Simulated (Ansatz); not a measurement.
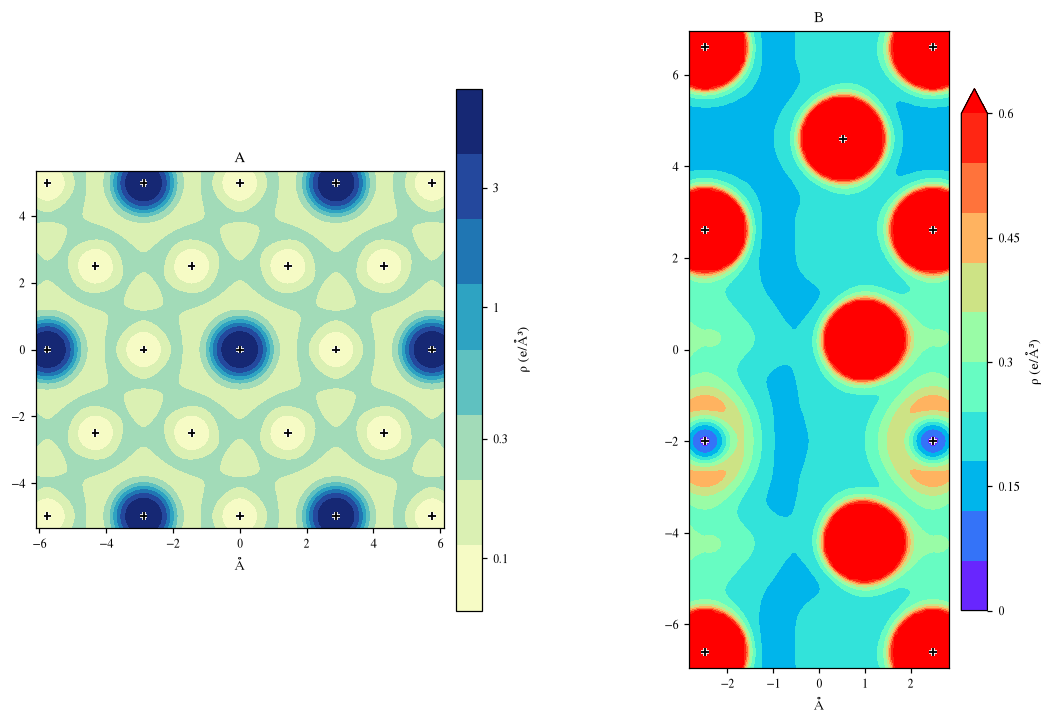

The valence pseudo-density of 2 systems, each on a plane through atoms (crosses mark nuclei in the plane).

Computed with DFT PBEsol, scalar-relativistic, plane waves, PAW in Ansatz.

System 1: ScAl3, the (111) plane of the calculation cell. Space group Pm-3m; a structure from a database of computed crystals, not necessarily the ambient phase.

```yaml
crystal:
  lattice:
    - [-4.07033, 4.07033, 4.07033]
    - [4.07033, -4.07033, 4.07033]
    - [4.07033, 4.07033, -4.07033]
  atoms:
    - { symbol: Sc, position: [0.50000, 0.50000, 0.00000] }
    - { symbol: Sc, position: [0.00000, 0.00000, 0.00000] }
    - { symbol: Sc, position: [0.00000, 0.50000, 0.50000] }
    - { symbol: Sc, position: [0.50000, 0.00000, 0.50000] }
    - { symbol: Al, position: [0.75000, 0.75000, 0.50000] }
    - { symbol: Al, position: [0.25000, 0.25000, 0.50000] }
    - { symbol: Al, position: [0.25000, 0.75000, 0.00000] }
    - { symbol: Al, position: [0.75000, 0.25000, 0.00000] }
    - { symbol: Al, position: [0.75000, 0.50000, 0.75000] }
    - { symbol: Al, position: [0.25000, 0.00000, 0.75000] }
    - { symbol: Al, position: [0.25000, 0.50000, 0.25000] }
    - { symbol: Al, position: [0.75000, 0.00000, 0.25000] }
    - { symbol: Al, position: [0.50000, 0.25000, 0.25000] }
    - { symbol: Al, position: [0.00000, 0.75000, 0.25000] }
    - { symbol: Al, position: [0.00000, 0.25000, 0.75000] }
    - { symbol: Al, position: [0.50000, 0.75000, 0.75000] }
```

System 2: Ti5Si, the (100) plane of the conventional cell. Space group R32; a structure from a database of computed crystals, not necessarily the ambient phase; computed without spin polarisation.

```
CELL_PARAMETERS angstrom
4.97954 0.00000 0.00000
-2.48977 4.31240 0.00000
0.00000 0.00000 13.19723
ATOMIC_POSITIONS crystal
Ti 0.00000 0.00000 0.15122
Ti 0.66667 0.33333 0.48455
Ti 0.33333 0.66667 0.81788
Ti 0.60462 0.00000 0.00000
Ti 0.27129 0.33333 0.33333
Ti 0.93796 0.66667 0.66667
Ti 0.00000 0.60462 0.00000
Ti 0.66667 0.93796 0.33333
Ti 0.33333 0.27129 0.66667
Ti 0.66667 0.33333 0.18212
Ti 0.33333 0.66667 0.51545
Ti 0.00000 0.00000 0.84878
Ti 0.39538 0.39538 0.00000
Ti 0.06204 0.72871 0.33333
Ti 0.72871 0.06204 0.66667
Si 0.33333 0.66667 0.16667
Si 0.00000 0.00000 0.50000
Si 0.66667 0.33333 0.83333
```

Question: Match each panel to its system.

Answer: Panel A is system 1, ScAl3: the plane holds Sc and Al. Sc–Al (2.88 Å): the density is about 0.18 e/Å³ at the midpoint. Panel B is system 2, Ti5Si: the plane holds Ti and Si. Ti–Ti (2.80 Å): ρ at the midpoint is about 0.19 e/Å³.
